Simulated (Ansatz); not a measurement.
# BP (F-43m): zone-centre modes against carrier density

Aim: how far do free carriers move the optical modes of BP (F-43m)?

Program: Ansatz 0.2.0. Level of theory: DFT LDA, scalar-relativistic, plane waves, PAW; PAW set soft_1. Results are calculated unless marked as measured.

## (1) The structure

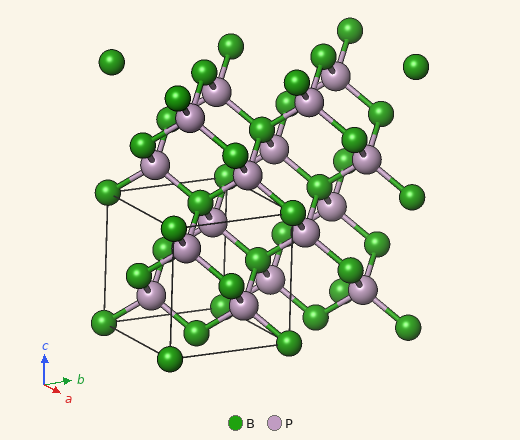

The starting structure, seen slightly off an axis (boron green, phosphorus pink). 1×2×2 cells are drawn. This picture shows the conventional cell, with its axes. Bonds to atoms that aren't drawn are left out. Some periodic images of atoms are drawn too.

## (2) Bringing the structure to rest

The cell and atoms are relaxed, since residual forces and stress would shift the frequencies.

The input, input.yaml:

```yaml
crystal:
  lattice:
    - [0.0, 2.269, 2.269]
    - [2.269, 0.0, 2.269]
    - [2.269, 2.269, 0.0]
  atoms:
    - { symbol: B, position: [0.0, 0.0, 0.0] }
    - { symbol: P, position: [0.75, 0.75, 0.75] }
kpoints:
  mp_grid: { grid: [10, 10, 10] }
hamiltonian:
  xc: lda
  pseudopotentials: { kind: paw, azcp: { folder: soft_1 }, xc_functional: pbe }
scf:
  occupations: { method: gaussian, width: 0.02 }
output:
  forces: true
  stress: true
  eigenvalues: true
relax:
  adjacent_minimum: "off"
  f_tol: 0.005
  max_steps: 80
  cell: { stress_tol: 0.05 }
```

The run is started by

```bash
$ ansatz run input.yaml --threads 4 --pin off --max-ram 16384MiB --backend cpu --events-out ev --progress --plain --runs-dir out
```

Numbers of over 12 decimals in the logs are rounded to 6 here.

What it wrote:

```text
Engine: ansatz 0.2.0, aarch64-unknown-linux-gnu
Pseudopotentials: kind: paw
Pseudopotential: B, paw, valence charge 3, recommended cutoff 420 eV (normal), soft_1/B.paw.azcp
Pseudopotential: P, paw, valence charge 5, recommended cutoff 420 eV (normal), soft_1/P.paw.azcp
Functional definition: SPW92
  exchange = slater_x
  correlation = pw_c
Crystal: 2 atoms, lattice volume = 23.363 Å³
Basis set: ecut = 420 eV, 459 PW (Γ)
Bands: 8, of which v1, the nominal top of the filled ones, is band 4 counted from 1 (3 counted from 0)
Symmetry: 24 space group operations
Space group: F-43m (ITA 216), of the structure as read, at distance tolerance 2.9e-5 Å
k-points: 47 of 1000 (time reversal used)
Non-local potential: B, projectors of the file, l = 0: 2, l = 1: 2, l = 2: 1
Non-local potential: P, projectors of the file, l = 0: 2, l = 1: 2, l = 2: 1
PAW form: soft (Blöchl's): semilocal exchange-correlation on the pseudo side does not see the compensation charge
PAW frozen core: B, regenerated for the run's functional, and the local potential with it (the file was generated under x = pbe(κ = 0.804, μ = 0.219515), c = pbe(β = 0.066725))
PAW frozen core: P, regenerated for the run's functional, and the local potential with it (the file was generated under x = pbe(κ = 0.804, μ = 0.219515), c = pbe(β = 0.066725))
PAW one-centre angular grid: B, 110 points (default); XC on 64 Gauss nodes
PAW one-centre angular grid: P, 110 points (default); XC on 64 Gauss nodes
Initial density: superposition of atomic densities (chi_scale 0.1, normalization cell, long waves kept (reshape's long-wave potential 0.00 eV rms))
Initial wavefunctions: pseudopotential atomic-orbital guess
Functional: x = slater, c = lda
SCF iter   1: F=—  HF=-877.401919 eV  |F-HF|=—  |Δ(HF+E_count)|=         —  Δρ=9.12e-2  dr2=2.19e0  ethr=3.10e-3  ⟨swp⟩=6.3  Hψ=3578  notcnv=0
preconditioner: auto → none  [insulator: Δε(μ)=1.983 eV  Ē_g=12.873 eV  σ=0.020 eV  W_gap=1.00  n_scr=0 (ndim 8)  ℏωp=21.7 eV  f_vac=0.000  D(μ)=0.00/eV (n_scr^D=0)  ε∞_Penn≈3.8]
SCF iter   2: F=—  HF=-876.680554 eV  |F-HF|=—  |Δ(HF+E_count)|=   7.21e-1  Δρ=2.93e-2  dr2=1.56e-1  ethr=3.10e-3  ⟨swp⟩=2.9  Hψ=1155  notcnv=0
SCF iter   3: F=—  HF=-876.630547 eV  |F-HF|=—  |Δ(HF+E_count)|=   5.00e-2  Δρ=1.12e-2  dr2=1.87e-2  ethr=1.95e-3  ⟨swp⟩=3.0  Hψ=752  notcnv=0
SCF iter   4: F=—  HF=-876.625106 eV  |F-HF|=—  |Δ(HF+E_count)|=   5.44e-3  Δρ=1.56e-3  dr2=2.72e-4  ethr=2.34e-4  ⟨swp⟩=3.0  Hψ=753  notcnv=0
SCF iter   5: F=—  HF=-876.625050 eV  |F-HF|=—  |Δ(HF+E_count)|=   5.59e-5  Δρ=6.20e-5  dr2=3.26e-7  ethr=3.40e-6  ⟨swp⟩=2.9  Hψ=608  notcnv=0
SCF iter   6: F=—  HF=-876.625050 eV  |F-HF|=—  |Δ(HF+E_count)|=   3.45e-7  Δρ=1.24e-5  dr2=1.66e-8  ethr=1.25e-9  ⟨swp⟩=7.0  Hψ=2233  notcnv=0
SCF iter   7: F=-876.625050 eV  HF=-876.625050 eV  |F-HF|=5.93e-11  |Δ(HF+E_count)|=   3.02e-9  Δρ=6.40e-7  dr2=1.02e-10  ethr=2.07e-10  ⟨swp⟩=2.2  Hψ=1242  notcnv=0
SCF 1 converged in 7 iterations: F = -876.625050 eV  dr2 = 1.02e-10
  greatest PAW one-centre occupation: 0.761 electrons in one spin orbital (limit 2), on the P atom at site 1 (counted from 0), in its partial waves of l = 0
relax step   1: F+E_penalty+E_count = -876.62505011 eV  Δ(F+E_penalty+E_count) = +0.000e0 eV  max|allowed force component| = 3.238e-16 eV/Å  Δτ_max = 0.0000 Å  P = -5.214 GPa  Ω = 23.363 Å³  (7 SCF iters, dr2 threshold 1.00e-7 eV, accepted)
Crystal: 2 atoms, lattice volume = 22.958 Å³
Initial density: handed on by an earlier stage of this run
Initial wavefunctions: those handed on with the density
iter 1 solved again at ethr=4.10e-5 eV; its pass at ethr=3.10e-3 eV (dr2=3.28e-3 eV) is discarded
SCF iter   1: F=—  HF=-876.636141 eV  |F-HF|=—  |Δ(HF+E_count)|=         —  Δρ=3.26e-3  dr2=3.27e-3  ethr=4.10e-5  ⟨swp⟩=2.0  Hψ=3748  notcnv=0
preconditioner: auto → none  [insulator: Δε(μ)=1.194 eV  Ē_g=12.836 eV  σ=0.020 eV  W_gap=1.00  n_scr=0 (ndim 8)  ℏωp=21.9 eV  f_vac=0.000  D(μ)=0.00/eV (n_scr^D=0)  ε∞_Penn≈3.9]
SCF iter   2: F=—  HF=-876.635013 eV  |F-HF|=—  |Δ(HF+E_count)|=   1.13e-3  Δρ=7.51e-4  dr2=1.54e-4  ethr=4.09e-5  ⟨swp⟩=3.1  Hψ=745  notcnv=0
SCF iter   3: F=—  HF=-876.634955 eV  |F-HF|=—  |Δ(HF+E_count)|=   5.73e-5  Δρ=2.35e-4  dr2=1.44e-5  ethr=1.93e-6  ⟨swp⟩=2.1  Hψ=567  notcnv=0
SCF iter   4: F=—  HF=-876.634950 eV  |F-HF|=—  |Δ(HF+E_count)|=   5.34e-6  Δρ=4.11e-5  dr2=2.07e-7  ethr=1.80e-7  ⟨swp⟩=2.0  Hψ=564  notcnv=0
SCF iter   5: F=-876.634950 eV  HF=-876.634950 eV  |F-HF|=1.84e-11  |Δ(HF+E_count)|=   4.06e-8  Δρ=1.41e-6  dr2=1.84e-10  ethr=2.50e-9  ⟨swp⟩=5.6  Hψ=1954  notcnv=0
SCF 2 converged in 5 iterations: F = -876.634950 eV  dr2 = 1.84e-10
  greatest PAW one-centre occupation: 0.762 electrons in one spin orbital (limit 2), on the P atom at site 1 (counted from 0), in its partial waves of l = 0
relax step   2: F+E_penalty+E_count = -876.63494984 eV  Δ(F+E_penalty+E_count) = -9.900e-3 eV  max|allowed force component| = 1.249e-16 eV/Å  Δτ_max = 0.0000 Å  P = -2.378 GPa  Ω = 22.958 Å³  energy of the carried Pulay correction = +2.401e-4 eV  (5 SCF iters, dr2 threshold 2.00e-7 eV, accepted)
Crystal: 2 atoms, lattice volume = 22.628 Å³
iter 1 solved again at ethr=2.84e-5 eV; its pass at ethr=3.10e-3 eV (dr2=2.27e-3 eV) is discarded
SCF iter   1: F=—  HF=-876.638341 eV  |F-HF|=—  |Δ(HF+E_count)|=         —  Δρ=2.75e-3  dr2=2.27e-3  ethr=2.84e-5  ⟨swp⟩=2.0  Hψ=3729  notcnv=0
preconditioner: auto → none  [insulator: Δε(μ)=1.173 eV  Ē_g=12.945 eV  σ=0.020 eV  W_gap=1.00  n_scr=0 (ndim 8)  ℏωp=22.1 eV  f_vac=0.000  D(μ)=0.00/eV (n_scr^D=0)  ε∞_Penn≈3.9]
SCF iter   2: F=—  HF=-876.637552 eV  |F-HF|=—  |Δ(HF+E_count)|=   7.90e-4  Δρ=6.22e-4  dr2=1.04e-4  ethr=2.84e-5  ⟨swp⟩=2.9  Hψ=734  notcnv=0
SCF iter   3: F=—  HF=-876.637514 eV  |F-HF|=—  |Δ(HF+E_count)|=   3.77e-5  Δρ=1.94e-4  dr2=9.56e-6  ethr=1.29e-6  ⟨swp⟩=2.0  Hψ=566  notcnv=0
SCF iter   4: F=-876.637510 eV  HF=-876.637510 eV  |F-HF|=3.47e-8  |Δ(HF+E_count)|=   3.54e-6  Δρ=3.44e-5  dr2=1.41e-7  ethr=2.50e-9  ⟨swp⟩=5.1  Hψ=2311  notcnv=0
SCF 3 converged in 4 iterations: F = -876.637510 eV  dr2 = 1.41e-7
  greatest PAW one-centre occupation: 0.763 electrons in one spin orbital (limit 2), on the P atom at site 1 (counted from 0), in its partial waves of l = 0
relax step   3: F+E_penalty+E_count = -876.63751043 eV  Δ(F+E_penalty+E_count) = -2.561e-3 eV  max|allowed force component| = 8.789e-17 eV/Å  Δτ_max = 0.0000 Å  P = +0.109 GPa  Ω = 22.628 Å³  energy of the carried Pulay correction = +4.381e-4 eV  (4 SCF iters, dr2 threshold 2.00e-7 eV, accepted)
[...]
relax step   4: F+E_penalty+E_count = -876.63750676 eV  Δ(F+E_penalty+E_count) = +3.673e-6 eV  max|allowed force component| = 6.939e-17 eV/Å  Δτ_max = 0.0000 Å  P = +0.001 GPa  Ω = 22.642 Å³  energy of the carried Pulay correction = +4.298e-4 eV  (3 SCF iters, dr2 threshold 2.95e-8 eV, accepted)
Initial wavefunctions: pseudopotential atomic-orbital guess (no wavefunctions were taken with the density)
iter 1 solved again at ethr=1.74e-6 eV; its pass at ethr=3.10e-3 eV (dr2=1.39e-4 eV) is discarded
SCF iter   1: F=—  HF=-876.637129 eV  |F-HF|=—  |Δ(HF+E_count)|=         —  Δρ=5.27e-5  dr2=8.27e-8  ethr=1.74e-6  ⟨swp⟩=2.4  Hψ=4622  notcnv=0
eigensolver tolerance schedule: the retry pair's looser diagonalisation over-reported the residual by 1684.27 of it (diagonalisation noise at 17.86 of the residual, at the tolerance the schedule requests for it); recorded, not acted on — ethr = c·dr2/N_el stays at c = 1.0e-1
preconditioner: auto → none  [insulator: Δε(μ)=1.150 eV  Ē_g=12.936 eV  σ=0.020 eV  W_gap=1.00  n_scr=0 (ndim 8)  ℏωp=22.1 eV  f_vac=0.000  D(μ)=0.00/eV (n_scr^D=0)  ε∞_Penn≈3.9]
SCF iter   2: F=—  HF=-876.637130 eV  |F-HF|=—  |Δ(HF+E_count)|=   7.90e-7  Δρ=2.62e-5  dr2=1.69e-8  ethr=1.03e-9  ⟨swp⟩=2.8  Hψ=621  notcnv=0
SCF iter   3: F=—  HF=-876.637130 eV  |F-HF|=—  |Δ(HF+E_count)|=   3.41e-8  Δρ=2.38e-6  dr2=2.66e-10  ethr=2.11e-10  ⟨swp⟩=1.9  Hψ=503  notcnv=0
SCF iter   4: F=—  HF=-876.637130 eV  |F-HF|=—  |Δ(HF+E_count)|=  2.61e-10  Δρ=4.61e-7  dr2=3.12e-11  ethr=1.00e-12  ⟨swp⟩=7.5  Hψ=2106  notcnv=0
SCF iter   5: F=-876.637130 eV  HF=-876.637130 eV  |F-HF|=2.27e-13  |Δ(HF+E_count)|=  5.57e-12  Δρ=1.06e-7  dr2=1.14e-12  ethr=1.00e-12  ⟨swp⟩=5.8  Hψ=1371  notcnv=0
SCF 5 converged in 5 iterations: F = -876.637130 eV  dr2 = 1.14e-12
relax step   5: F+E_penalty+E_count = -876.63713030 eV  Δ(F+E_penalty+E_count) = +3.765e-4 eV  max|allowed force component| = 9.714e-17 eV/Å  Δτ_max = 0.0000 Å  P = -0.026 GPa  Ω = 22.642 Å³  stress off target by 2.55e-2 GPa  SCF on the basis re-selected at this cell (its energy is not comparable with the rows above)  (5 SCF iters)
basis re-selected at this cell: Δ(F+E_penalty+E_count) = +3.765e-4 eV, ΔP = -0.027 GPa vs the last step (what re-selecting the basis moved, of the pressure what is left beyond the Pulay correction that the steps carried, after the strain that the cell walked since its last selection, with what the two solves' SCF thresholds leave and, on support functions, any second-order correction that the steps lacked; it is no m [...]
SCF converged after 5 iterations
Free energy (F): -876.637130 eV
Harris-Foulkes:  -876.637130 eV  (|F-HF|=2.27e-13)
Internal energy: -876.637130 eV  (E = F + TS)
E sigma→0 (E₀):  -876.637130 eV
Fermi energy:    10.038576 eV
--- Per-component energies (eV) ---
  E_band       = 23.045356
  E_kinetic    = 122.410788
  E_local      = -61.177035  (includes V_loc(G=0)·N_el)
  E_nonlocal   = 41.765026
  E_hartree    = 16.689529
  E_xc         = -106.570328
  E_vxc        = -102.018175  (∫ρ·V_xc dr)
  E_paw        = -601.427641  (= ΣΔE_a)
  E_vpaw       = -11.314315  (= ΣTr[D̂ρ^β])
  E_aug_tail   = 0.000009  (compensation charges beyond the density's cutoff)
  E_ewald      = -288.490665
  E_core_change = 0.163186  (= ΣΔE_core)
  E_smearing   = -0.000000  (= −TS)
  E_closure    = 0.000000  (closes the sum)
  Σ components = -876.637130   (vs F -876.637130, Δ=0.00e0)
--- Forces (eV/Å), atoms counted from 1 ---
  atom   1  B     -0.00000000    -0.00000000     0.00000000
  atom   2  P      0.00000000     0.00000000     0.00000000
  max |Σ_I F_I| component: 1.62e-16 eV/Å
--- Stress (GPa, compression-positive) ---
       -0.025509      -0.000000      -0.000000
       -0.000000      -0.025509       0.000000
       -0.000000       0.000000      -0.025509
  P = ⅓ Tr σ = -0.0255 GPa (-0.255 kbar)
--- Band table (eV; the first three rows and the last of 47) ---
  k-point 0: bands = ["-6.2095", "9.4637", "9.4637", "9.4637", "12.8891", "12.8891", "12.8891", "17.2871"]
  k-point 1: bands = ["-6.0250", "8.1507", "9.1628", "9.1628", "13.3048", "13.3048", "13.3419", "17.7647"]
  k-point 2: bands = ["-5.4780", "5.7737", "8.5939", "8.5939", "13.5914", "14.0282", "14.0282", "18.7873"]
  k-point 46: bands = ["-0.9458", "1.3224", "3.7537", "3.9121", "14.0019", "14.8545", "17.8330", "18.2268"]
--- Relaxed structure (4 steps of the walk, 4 accepted, 1 SCFs on fresh bases) ---
  F+E_penalty+E_count = -876.63713030 eV   max|allowed force component| = 9.714e-17 eV/Å   (the final SCF, on the basis selected at the relaxed cell)
  cell:  # Å, volume = 22.6422 Å³
    - [0, 2.245411, 2.245411]
    - [2.245411, 0, 2.245411]
    - [2.245411, 2.245411, 0]
  atoms:
    - { symbol: B, position: [0, 0, 0] }
    - { symbol: P, position: [0.75, 0.75, 0.75] }
```

It took 1.9 s on 4 threads of Arm Neoverse V2, shared host; peak memory 0.27 GiB; 6.3 s of CPU time.

The steps of the relaxation:

```csv
step,energy less that of the first step (eV),largest force component (eV/Å),pressure (GPa),volume (Å³)
1,0.0000,0.0000,-5.21,23.36
2,-0.0099,0.0000,-2.38,22.96
3,-0.0125,0.0000,0.11,22.63
4,-0.0125,0.0000,0.00,22.64
5*,-0.0121,0.0000,-0.03,22.64
```

Relaxation steps marked * repeat the geometry before them on a plane-wave basis chosen anew for their cell, so energy and pressure can jump there.

Forces are held to the 24 operations that the run works with; a distortion that breaks them can't arise in this run.

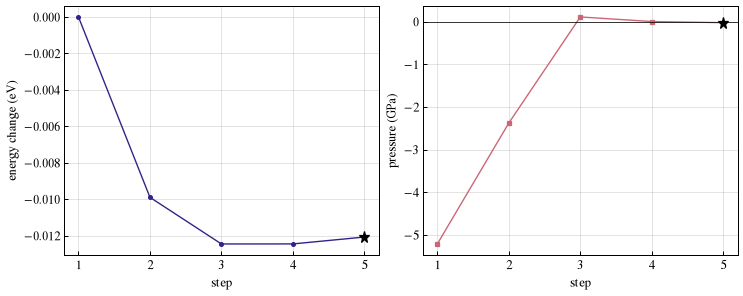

Energy and pressure along the relaxation. Stars mark steps on a basis chosen anew.

```csv
"conventional cell, symmetrised",before,after,change
a (Å),4.538,4.491,-1.0 %
b (Å),4.538,4.491,-1.0 %
c (Å),4.538,4.491,-1.0 %
volume (Å³/atom),11.68,11.32,-3.1 %
```

Final coordinates:

```xyz
2
Lattice="0.0000 2.2454 2.2454 2.2454 0.0000 2.2454 2.2454 2.2454 0.0000" Properties=species:S:1:pos:R:3 pbc="T T T"
B     0.0000    0.0000    0.0000
P     3.3681    3.3681    3.3681
```

Numbers from this step:

- pressure: -0.02551 GPa
- gap on the k-mesh: 1.150 eV
- volume per atom: 11.32 Å³

In this step the volume went from 11.68 to 11.32 Å³/atom.

## (3) Tight relaxation

Phonons need small forces and stress, so the relaxation is finished with tight tolerances on 12×12×12 k points.

input.yaml, the sections that differ from step 2:

```yaml
crystal:
  lattice:
    - [0.0, 2.2454114928, 2.2454114928]
    - [2.2454114928, 0.0, 2.2454114928]
    - [2.2454114928, 2.2454114928, 0.0]
  atoms:
    - { symbol: B, position: [0.0, 0.0, 0.0] }
    - { symbol: P, position: [0.75, 0.75, 0.75] }
kpoints:
  mp_grid: { grid: [12, 12, 12] }
scf:
  occupations: { method: fixed }
relax:
  adjacent_minimum: "off"
  f_tol: 0.001
  max_steps: 60
  cell: { stress_tol: 0.01 }
# hamiltonian, output: as in step 2
```

What it wrote:

```text
[...]
Crystal: 2 atoms, lattice volume = 22.642 Å³
Basis set: ecut = 420 eV, 459 PW (Γ)
Bands: 8, of which v1, the nominal top of the filled ones, is band 4 counted from 1 (3 counted from 0)
Symmetry: 24 space group operations
[...]
k-points: 72 of 1728 (time reversal used)
[...]
P = ⅓ Tr σ = 0.0001 GPa (0.001 kbar)
--- Band table (eV; the first three rows and the last of 72) ---
[...]
--- Relaxed structure (3 steps of the walk, 3 accepted, 1 SCFs on fresh bases) ---
[...]
cell:  # Å, volume = 22.6385 Å³
    - [0, 2.245291, 2.245291]
    - [2.245291, 0, 2.245291]
    - [2.245291, 2.245291, 0]
  atoms:
    - { symbol: B, position: [0, 0, 0] }
    - { symbol: P, position: [0.750000, 0.750000, 0.750000] }
[key lines of the parts left out:]
SCF converged after 5 iterations
Free energy (F): -876.637424 eV
Fermi energy:    9.465797 eV
```

Wall time 1.9 s (4 threads); peak memory 0.27 GiB.

Little changed from the start: no atom moved by 0.005 Å and no cell edge by 0.1 %.

This step gave:

```yaml
pressure: 6.82e-5 GPa
gap_on_the_k_mesh: 1.144 eV
```

The forces vanish by symmetry and the pressure is 0.000 GPa, within the tolerances set. The cell now holds 11.32 Å³/atom.

## (4) Ground state of a member: no carriers

The cell of the neutral crystal is kept with no carriers. The bands are sampled on 36×36×36 points with Fermi-Dirac filling of 0.03 eV.

input.yaml, the sections that differ from step 3:

```yaml
crystal:
  lattice:
    - [0.0, 2.2452912038, 2.2452912038]
    - [2.2452912038, 0.0, 2.2452912038]
    - [2.2452912038, 2.2452912038, 0.0]
  atoms:
    - { symbol: B, position: [0.0, 0.0, 0.0] }
    - { symbol: P, position: [0.75, 0.75, 0.75] }
kpoints:
  mp_grid: { grid: [36, 36, 36] }
scf:
  occupations: { method: fermi_dirac, width: 0.03 }
# hamiltonian, output: as in step 3
# relax: removed
```

What it wrote:

```text
[...]
Crystal: 2 atoms, lattice volume = 22.639 Å³
Basis set: ecut = 420 eV, 459 PW (Γ)
Bands: 8, of which v1, the nominal top of the filled ones, is band 4 counted from 1 (3 counted from 0)
Symmetry: 24 space group operations
[...]
k-points: 1240 of 46656 (time reversal used)
[...]
SCF iter   1: F=—  HF=-877.483953 eV  |F-HF|=—  |Δ(HF+E_count)|=         —  Δρ=9.63e-2  dr2=2.35e0  ethr=3.10e-3  ⟨swp⟩=6.3  Hψ=95694  notcnv=0
[...]
SCF iter   7: F=-876.637463 eV  HF=-876.637463 eV  |F-HF|=5.49e-11  |Δ(HF+E_count)|=   2.54e-9  Δρ=6.22e-7  dr2=9.26e-11  ethr=1.87e-10  ⟨swp⟩=2.2  Hψ=32331  notcnv=0
SCF 1 converged in 7 iterations: F = -876.637463 eV  dr2 = 9.26e-11
[...]
SCF converged after 7 iterations
Free energy (F): -876.637463 eV
[...]
Internal energy: -876.637463 eV  (E = F + TS)
E sigma→0 (E₀):  -876.637463 eV
Fermi energy:    10.036729 eV
[...]
--- Stress (GPa, compression-positive) ---
       -0.000673      -0.000000      -0.000000
        0.000000      -0.000673       0.000000
       -0.000000       0.000000      -0.000673
  P = ⅓ Tr σ = -0.0007 GPa (-0.007 kbar)
--- Band table (eV; the first three rows and the last of 1240) ---
[...]
```

The job ended after 6.8 s (4 threads; peak memory 0.6 GiB).

The forces vanish by symmetry.

## (5) Zone-centre modes of the member: no carriers

Phonons follow from the second derivative of the energy, found here by linear response.

The zone-centre modes follow for no carriers.

input.yaml: that of step 4 with these lines changed.

```diff
@@ -16,4 +16,4 @@
 output:
-  forces: true
-  stress: true
   eigenvalues: true
+phonons:
+  method: dfpt
```

What it wrote:

```text
zone centre: on kpoints.mp_grid the ground state, and the responses unless they are solved on pairs of k-points, stand on 3349 of the mesh's 46656 k-points, reduced under 8 symmetry operations, with k and −k counted as one. Each operation leaves every solved displacement unchanged or reverses it
[...]
Crystal: 2 atoms, lattice volume = 22.639 Å³
Basis set: ecut = 420 eV, 459 PW (Γ), exchange–correlation on 48×48×48 points (8 copies of the dense FFT grid, shifted against one another)
Bands: 8, of which v1, the nominal top of the filled ones, is band 4 counted from 1 (3 counted from 0)
Symmetry: 24 space group operations
k-points: 3349 of 46656 (irreducible under 8 space group operations, time reversal used)
[...]
SCF iter   1: F=—  HF=-877.483953 eV  |F-HF|=—  |Δ(HF+E_count)|=         —  Δρ=9.63e-2  dr2=2.35e0  ethr=3.10e-3  ⟨swp⟩=6.3  Hψ=258826  notcnv=0
[...]
SCF iter   8: F=-876.637463 eV  HF=-876.637463 eV  |F-HF|=1.14e-13  |Δ(HF+E_count)|=  3.94e-11  Δρ=1.50e-8  dr2=5.52e-14  ethr=1.00e-12  ⟨swp⟩=7.1  Hψ=159745  notcnv=0
SCF 1 converged in 8 iterations: F = -876.637463 eV  dr2 = 5.52e-14
[...]
DFPT response loops at Γ: preconditioner auto → none (the input reference at scf.mixing.eps_inf says where Resta's filter doesn't serve); β = 0.50; Broyden in place of MSR1
SCF converged after 8 iterations
Free energy (F): -876.637463 eV
[...]
Internal energy: -876.637463 eV  (E = F + TS)
E sigma→0 (E₀):  -876.637463 eV
Fermi energy:    10.036734 eV
[...]
--- Band table (eV; the first three rows and the last of 3349) ---
[...]
--- Phonons (Γ-DFPT): 2 representative perturbations + reference, on 3349 of 46656 k-points (Σ response iterations 5) ---
  k mesh reduced under 8 symmetry operations, with k and −k counted as one. Each operation leaves every solved displacement unchanged or reverses it
  ASR residual: 8.617e-6 → 0.000e0 eV/Å²; symmetrization residual: 7.215e-8 eV/Å²
  ASR residual per site (eV/Å²): 8.62e-6 6.43e-6
  Γ frequencies (cm⁻¹): 0.00 0.00 0.00 820.89 820.89 820.89
  non-analytic LO–TO correction: not included (Born effective charges unavailable; polar crystals: no LO–TO splitting at Γ)
```

Run time: 44 s. Hardware: 4 threads; peak memory 1.9 GiB; 2.7 min of CPU time.

This step gave:

| Quantity | Value |
| --- | --- |
| sum-rule residual before enforcement | 8.62e-6 eV/Å² |
| point group | -43m |
| highest optical mode at the zone centre (no LO-TO term) | 820.9 cm⁻¹ |
| lowest optical zone-centre mode | 820.9 cm⁻¹ |

Without the LO-TO term. Patterns of degenerate modes are one choice out of their space. Modes at Γ, with each element's share of the kinetic energy:

```csv
mode,frequency (cm⁻¹),symmetry,B %,P %
1,0.0,acoustic,26,74
2,0.0,acoustic,26,74
3,0.0,acoustic,26,74
4,820.9,T2,74,26
5,820.9,T2,74,26
6,820.9,T2,74,26
```

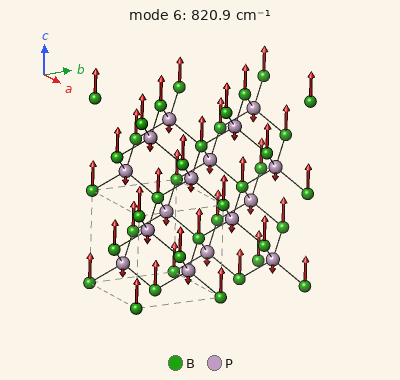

Displacement patterns of mode 6 at Γ; arrows are exaggerated. Bonds to atoms that aren't drawn are left out. 1×2×2 conventional cells are drawn. Some periodic images of atoms are drawn too.

The optical mode without the LO-TO term lies at 820.9 cm⁻¹.

(Part 1 of 2 ends here.)

[Logs are printed without paths, hosts, clocks, repeated set-up lines and the standing remarks that a program may print on its own settings, such as how far it seeks lower states.]

[Hosts, paths, dates, database ids (printed as entryN), source tags and the programs' standing remarks are cut or masked in the printed files.]
